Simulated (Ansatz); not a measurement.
**W12H3C13: nudged elastic band (part 4 of 4)**

W12H3C13 (slab, 28 atoms in the cell); DFT PBE, scalar-relativistic, plane waves, PAW, PAW set soft_1, no spin polarisation (Ansatz 0.2.0); cutoff 420 eV, 3×3×1 k-mesh, Gaussian smearing of 0.05 eV. The structure derives from an entry of the Crystallography Open Database. The input holds or restrains some coordinates. It belongs to a series of runs on one base structure; here: band between the two ends.

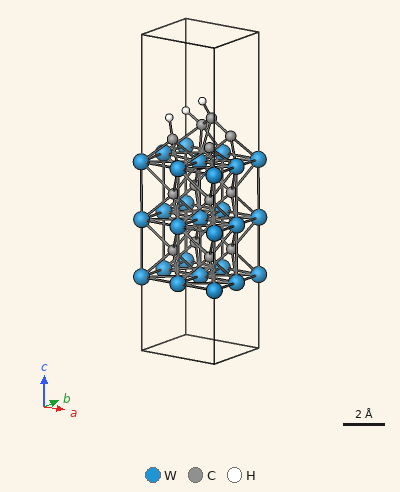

The structure as given in the input (ball-and-stick view of the cell of the calculation, with the vacuum cut short, seen slightly off an axis).

The last band as extended XYZ (Å, eV, eV/Å)
```
28
Lattice="5.8108 0.0000 0.0000 -2.9054 5.0323 0.0000 0.0000 0.0000 19.1004" Properties=species:S:1:pos:R:3:forces:R:3 image=0 energy=-127931.31152
W     0.0000    0.0000    1.0000   -0.0226  -0.0170   0.9039
C     1.4527    0.8387    2.4201    0.0041  -0.0698  -0.8672
W     0.0033    0.0042    3.8462    0.0006  -0.0007   0.0000
C     1.4664    0.8366    5.2198   -0.0004   0.0011   0.0001
W    -0.0234   -0.0047    6.7198   -0.0019  -0.0029  -0.0032
C     1.4780    0.7778    7.9427    0.0056  -0.0017  -0.0042
W    -1.4527    2.5162    1.0000   -0.0001   0.0089   0.9785
C     0.0000    3.3549    2.4201   -0.0748   0.0046  -0.9173
W    -1.4519    2.5227    3.8561   -0.0004  -0.0002  -0.0017
C    -0.0049    3.3466    5.2497   -0.0002  -0.0023   0.0016
W    -1.4767    2.5167    6.7677   -0.0003  -0.0019  -0.0018
C     0.3184    3.5137    8.2863    0.0045  -0.0031   0.0046
W     2.9054    0.0000    1.0000    0.0135  -0.0080   0.8771
C     4.3581    0.8387    2.4201    0.0265   0.0245  -0.8862
W     2.9110    0.0014    3.8472    0.0004   0.0004   0.0024
C     4.3454    0.8706    5.2496    0.0002   0.0019   0.0003
W     2.9266   -0.0074    6.7222   -0.0029   0.0007   0.0014
C     4.3802    0.8197    7.8566    0.0006   0.0017  -0.0013
W     1.4527    2.5162    1.0000   -0.0202   0.0005   0.8086
C     2.9054    3.3549    2.4201    0.0715   0.0557  -0.8970
W     1.4528    2.5157    3.8420    0.0011   0.0013   0.0026
C     2.9026    3.3386    5.2382   -0.0001   0.0005   0.0012
W     1.4318    2.4669    6.6739   -0.0015   0.0009  -0.0053
C     2.7797    3.3883    8.0109   -0.0054  -0.0008   0.0038
C     1.6160    3.0951    8.7990    0.0032   0.0007  -0.0003
H     1.3871    0.6437    9.0193   -0.0013  -0.0008   0.0011
H     1.6652    2.4911    9.7063   -0.0013   0.0039  -0.0010
H    -0.5267    3.1718    8.9202    0.0012   0.0018  -0.0009
28
Lattice="5.8108 0.0000 0.0000 -2.9054 5.0323 0.0000 0.0000 0.0000 19.1004" Properties=species:S:1:pos:R:3:forces:R:3 image=1 energy=-127930.27785
W     0.0000    0.0000    1.0000    0.0109  -0.0118   0.9765
C     1.4527    0.8387    2.4201    0.0328  -0.1431  -0.8871
W     0.0128   -0.0016    3.8562    0.0168  -0.0033  -0.0192
C     1.4905    0.8344    5.2130    0.0666  -0.0027  -0.0272
W     0.0516   -0.0215    6.7877    0.0654  -0.0153  -0.0764
C     1.5296    0.8346    7.9717   -0.0023  -0.2693  -0.1294
W    -1.4527    2.5162    1.0000    0.0146   0.0079   0.9548
C     0.0000    3.3549    2.4201   -0.0332  -0.0103  -0.9819
W    -1.4430    2.5193    3.8544    0.0201   0.0046  -0.0010
C     0.0080    3.3487    5.2344    0.0398  -0.0244   0.0407
W    -1.4268    2.4966    6.7659    0.0746   0.0043   0.0446
C     0.2780    3.4040    8.1703    0.4409   0.0694   0.3256
W     2.9054    0.0000    1.0000    0.0605  -0.0020   0.8692
C     4.3581    0.8387    2.4201    0.1243  -0.0124  -0.8969
W     2.9206    0.0009    3.8443    0.0192  -0.0061  -0.0194
C     4.3867    0.8597    5.2549    0.0077   0.0426  -0.0074
W     2.9763   -0.0009    6.7106    0.1025  -0.0161  -0.0278
C     4.4213    0.8092    7.8816    0.1497  -0.0916  -0.1022
W     1.4527    2.5162    1.0000   -0.0135   0.0124   0.7509
C     2.9054    3.3549    2.4201    0.1691   0.0496  -0.9215
W     1.4624    2.5149    3.8316    0.0151  -0.0080  -0.0102
C     2.9268    3.3430    5.2410    0.0386  -0.0348  -0.0023
W     1.4657    2.4650    6.6252    0.0928  -0.1052  -0.0117
C     2.7892    3.3074    8.0336   -0.0067   0.1503  -0.0385
C     1.6073    2.8991    8.7415   -0.3006   0.7483   0.0087
H     2.4118    0.6272    8.6580   -1.1967  -0.0175   0.2590
H     1.5233    2.4260    9.7176    0.1907  -0.1735   0.0030
H    -0.4998    3.2637    8.9342   -0.1997  -0.1419  -0.0730
28
Lattice="5.8108 0.0000 0.0000 -2.9054 5.0323 0.0000 0.0000 0.0000 19.1004" Properties=species:S:1:pos:R:3:forces:R:3 image=2 energy=-127930.43646
W     0.0000    0.0000    1.0000    0.0021  -0.0172   1.0566
C     1.4527    0.8387    2.4201   -0.0571  -0.0793  -0.9436
W    -0.0015    0.0027    3.8667   -0.0251   0.0065   0.0126
C     1.4360    0.8357    5.2351   -0.0962   0.0026   0.0408
W    -0.0107   -0.0087    6.8371   -0.1097   0.0204   0.0815
C     1.5237    1.0360    8.0681   -0.0082   0.3478   0.1653
W    -1.4527    2.5162    1.0000   -0.0356  -0.0179   0.9675
C     0.0000    3.3549    2.4201   -0.1022   0.0453  -0.9130
W    -1.4591    2.5166    3.8534   -0.0268  -0.0042  -0.0049
C    -0.0247    3.3672    5.2032   -0.0583   0.0327  -0.0545
W    -1.4908    2.4989    6.7330   -0.1268  -0.0002  -0.0442
C    -0.0516    3.3688    7.9401   -0.5531  -0.0561  -0.3818
W     2.9054    0.0000    1.0000    0.0132   0.0323   0.9537
C     4.3581    0.8387    2.4201    0.0189  -0.0106  -0.9351
W     2.9026    0.0053    3.8529   -0.0311   0.0065   0.0111
C     4.3751    0.8279    5.2608   -0.0204  -0.0551   0.0117
W     2.8842    0.0110    6.7400   -0.1622   0.0221   0.0528
C     4.3023    0.8822    7.9569   -0.2098   0.1351   0.1384
W     1.4527    2.5162    1.0000    0.0001   0.0149   0.8338
C     2.9054    3.3549    2.4201    0.0221   0.0828  -0.9498
W     1.4486    2.5207    3.8375   -0.0221   0.0103   0.0069
C     2.8938    3.3684    5.2434   -0.0576   0.0448   0.0072
W     1.3911    2.5416    6.6459   -0.1245   0.1339   0.0344
C     2.7898    3.2061    8.0558    0.0096  -0.1800   0.0281
C     1.8425    2.3519    8.7470    0.3899  -0.9513   0.0219
H     3.1768    0.6441    8.5147    1.3319   0.0268  -0.2565
H     1.3940    2.5693    9.7120   -0.2124   0.2463  -0.0177
H    -0.3500    3.3574    8.9858    0.2513   0.1607   0.0767
28
Lattice="5.8108 0.0000 0.0000 -2.9054 5.0323 0.0000 0.0000 0.0000 19.1004" Properties=species:S:1:pos:R:3:forces:R:3 image=3 energy=-127931.23612
W     0.0000    0.0000    1.0000   -0.0362   0.0210   0.9918
C     1.4527    0.8387    2.4201   -0.0418  -0.0801  -0.9629
W    -0.0032   -0.0012    3.8617   -0.0003  -0.0014  -0.0016
C     1.4285    0.8383    5.2302    0.0021  -0.0020   0.0015
W     0.0070   -0.0110    6.7922    0.0074  -0.0037  -0.0098
C     1.5807    1.0076    8.0300    0.0002  -0.0059   0.0021
W    -1.4527    2.5162    1.0000   -0.0330  -0.0366   0.9440
C     0.0000    3.3549    2.4201   -0.0847   0.0389  -0.8698
W    -1.4621    2.5143    3.8497   -0.0003  -0.0005   0.0013
C    -0.0275    3.3651    5.1923    0.0030  -0.0018   0.0013
W    -1.4829    2.5099    6.7207    0.0011   0.0009   0.0037
C    -0.0677    3.3787    7.9113    0.0000  -0.0089   0.0131
W     2.9054    0.0000    1.0000    0.0213   0.0349   0.9442
C     4.3581    0.8387    2.4201   -0.0264  -0.0077  -0.9473
W     2.9010    0.0060    3.8497   -0.0004   0.0004   0.0014
C     4.3737    0.8209    5.2753   -0.0007  -0.0025   0.0018
W     2.8795    0.0110    6.7250   -0.0008  -0.0018  -0.0063
C     4.3598    0.8428    7.9847    0.0046  -0.0062   0.0066
W     1.4527    2.5162    1.0000   -0.0388   0.0164   0.8010
C     2.9054    3.3549    2.4201    0.0418   0.0476  -0.9590
W     1.4478    2.5167    3.8370    0.0009  -0.0009  -0.0022
C     2.8892    3.3693    5.2323    0.0005  -0.0015  -0.0044
W     1.3757    2.5566    6.6569    0.0069   0.0000  -0.0002
C     2.8153    3.1510    8.0396    0.0127   0.0108  -0.0114
C     1.9556    2.2218    8.7450   -0.0238  -0.0396  -0.0057
H     4.1283    0.8417    9.0497    0.1396   0.0244   0.0705
H     1.4679    2.4853    9.6904    0.0285  -0.0057  -0.0076
H    -0.2156    3.4668    8.9879    0.0167   0.0114   0.0040
28
Lattice="5.8108 0.0000 0.0000 -2.9054 5.0323 0.0000 0.0000 0.0000 19.1004" Properties=species:S:1:pos:R:3:forces:R:3 image=4 energy=-127930.94915
W     0.0000    0.0000    1.0000    0.0035   0.0068   0.9037
C     1.4527    0.8387    2.4201    0.0199  -0.1509  -0.9350
W    -0.0003   -0.0071    3.8453    0.0021  -0.0117  -0.0068
C     1.4711    0.8244    5.2296    0.0118  -0.0136  -0.0153
W     0.0281   -0.0105    6.7275    0.0337  -0.0403  -0.0004
C     1.4432    0.9172    7.9978    0.0455  -0.0788  -0.0537
W    -1.4527    2.5162    1.0000    0.0130  -0.0141   0.8995
C     0.0000    3.3549    2.4201   -0.0476   0.0048  -0.9038
W    -1.4479    2.5029    3.8501    0.0080  -0.0039  -0.0022
C     0.0019    3.3479    5.2416    0.0019  -0.0191  -0.0036
W    -1.4250    2.4581    6.7403    0.0130  -0.0294  -0.0038
C     0.0874    2.9978    8.2355    0.0208  -0.2752   0.2723
W     2.9054    0.0000    1.0000   -0.0027  -0.0031   0.9701
C     4.3581    0.8387    2.4201    0.0172  -0.0527  -0.8705
W     2.9030   -0.0127    3.8630    0.0001  -0.0145   0.0063
C     4.3385    0.8143    5.2786    0.0071  -0.0146   0.0087
W     2.9241   -0.0178    6.7659    0.0137  -0.0258  -0.0620
C     4.3337    0.8028    8.0253   -0.0143  -0.0495  -0.0274
W     1.4527    2.5162    1.0000    0.0031  -0.0103   0.7303
C     2.9054    3.3549    2.4201    0.1391  -0.0053  -0.9163
W     1.4571    2.5096    3.8266    0.0008  -0.0091  -0.0067
C     2.9135    3.3286    5.2013    0.0223  -0.0360   0.0130
W     1.4873    2.5501    6.6364    0.0155   0.0024  -0.0448
C     2.9907    3.3825    7.8262   -0.0233  -0.0462   0.0163
C     1.1910    2.1065    8.7347    0.0153  -0.0673  -0.0590
H     4.4402    0.7950    9.1108    0.0147  -0.0683  -0.0002
H     1.7923    2.4817    9.5748   -0.0294  -0.1534   0.0478
H    -0.2610    3.4538    9.1494   -0.3049   1.1792   0.0436
28
Lattice="5.8108 0.0000 0.0000 -2.9054 5.0323 0.0000 0.0000 0.0000 19.1004" Properties=species:S:1:pos:R:3:forces:R:3 image=5 energy=-127929.66916
W     0.0000    0.0000    1.0000   -0.0125   0.0057   0.9483
C     1.4527    0.8387    2.4201    0.0384  -0.0853  -0.9278
W    -0.0017    0.0028    3.8525    0.0003   0.0018  -0.0067
C     1.4591    0.8330    5.2377   -0.0028  -0.0017  -0.0004
W    -0.0024    0.0245    6.7363    0.0013   0.0077   0.0013
C     1.3966    0.9665    8.0401    0.0054   0.0099   0.0078
W    -1.4527    2.5162    1.0000    0.0020  -0.0172   0.9385
C     0.0000    3.3549    2.4201   -0.0624   0.0624  -0.9162
W    -1.4529    2.5130    3.8517    0.0005  -0.0005   0.0036
C    -0.0035    3.3621    5.2365   -0.0006   0.0022   0.0021
W    -1.4388    2.4973    6.7331   -0.0069  -0.0066  -0.0057
C     0.0933    3.2427    7.9894   -0.0027   0.0023   0.0026
W     2.9054    0.0000    1.0000    0.0016   0.0071   1.0495
C     4.3581    0.8387    2.4201   -0.0456  -0.0236  -0.9102
W     2.9010   -0.0038    3.8688    0.0000   0.0012  -0.0041
C     4.3336    0.8224    5.2703   -0.0016  -0.0010   0.0021
W     2.9022    0.0070    6.8113   -0.0013   0.0128   0.0021
C     4.3534    0.8454    8.0365   -0.0018  -0.0019  -0.0009
W     1.4527    2.5162    1.0000    0.0009  -0.0005   0.7808
C     2.9054    3.3549    2.4201    0.0784   0.0493  -0.9624
W     1.4535    2.5166    3.8326    0.0013  -0.0021   0.0028
C     2.9020    3.3546    5.1912   -0.0019   0.0016  -0.0007
W     1.4865    2.5384    6.6607   -0.0046  -0.0093  -0.0026
C     3.0107    3.4244    7.8126    0.0063  -0.0027   0.0041
C     1.1579    2.1791    8.7951   -0.0012  -0.0293  -0.0256
H     4.4266    0.8580    9.1269    0.0013   0.0018   0.0009
H     1.8237    2.6242    9.5415   -0.0055   0.0037   0.0091
H    -0.0042    2.4150    9.1193    0.0135   0.0123   0.0079
28
Lattice="5.8108 0.0000 0.0000 -2.9054 5.0323 0.0000 0.0000 0.0000 19.1004" Properties=species:S:1:pos:R:3:forces:R:3 image=6 energy=-127930.16269
W     0.0000    0.0000    1.0000    0.0085   0.0135   0.9346
C     1.4527    0.8387    2.4201   -0.0004   0.0333  -0.9544
W     0.0004   -0.0011    3.8519   -0.0013  -0.0001  -0.0002
C     1.4525    0.8380    5.2370    0.0020  -0.0052   0.0000
W    -0.0122    0.0168    6.7250    0.0011  -0.0007  -0.0039
C     1.4528    0.8201    8.0217   -0.0011  -0.0033   0.0086
W    -1.4527    2.5162    1.0000   -0.0001  -0.0136   0.9563
C     0.0000    3.3549    2.4201   -0.0138  -0.0228  -0.9523
W    -1.4528    2.5148    3.8530    0.0001  -0.0035  -0.0013
C     0.0092    3.3457    5.2252    0.0017  -0.0035   0.0013
W    -1.4527    2.5278    6.7617    0.0000   0.0020  -0.0024
C    -0.0394    3.4388    7.8545   -0.0003   0.0041  -0.0010
W     2.9054    0.0000    1.0000   -0.0087   0.0135   0.9344
C     4.3581    0.8387    2.4201   -0.0003   0.0291  -0.8946
W     2.9049   -0.0011    3.8519    0.0006   0.0015   0.0001
C     4.3579    0.8309    5.2306    0.0011  -0.0037   0.0000
W     2.9175    0.0168    6.7250    0.0016  -0.0017  -0.0033
C     4.3583    0.8463    7.9921   -0.0024   0.0031  -0.0009
W     1.4527    2.5162    1.0000   -0.0001  -0.0246   0.9283
C     2.9054    3.3549    2.4201    0.0130  -0.0225  -0.9521
W     1.4526    2.5140    3.8510   -0.0005  -0.0022   0.0041
C     2.8958    3.3457    5.2254    0.0007  -0.0024  -0.0017
W     1.4527    2.5315    6.7551    0.0005   0.0092  -0.0059
C     2.9448    3.4390    7.8545   -0.0001   0.0005  -0.0012
C     1.4529    1.7079    9.0790   -0.0018  -0.0039   0.0012
H     4.3586    0.8867    9.0827   -0.0007  -0.0007   0.0031
H     2.3785    1.9730    9.6018   -0.0010   0.0026   0.0012
H     0.5274    1.9732    9.6016    0.0017   0.0021   0.0017
```

Summary

```tsv
quantity	value
outcome	converged under the restraints of the input
barrier, forward	1.643 eV
barrier, backward	0.494 eV
electrons treated	223
wall time	34 min (CPU time 1.8 h)
peak memory	3.9 GiB
```

Notes

Spin–orbit coupling is left out, which matters for W.
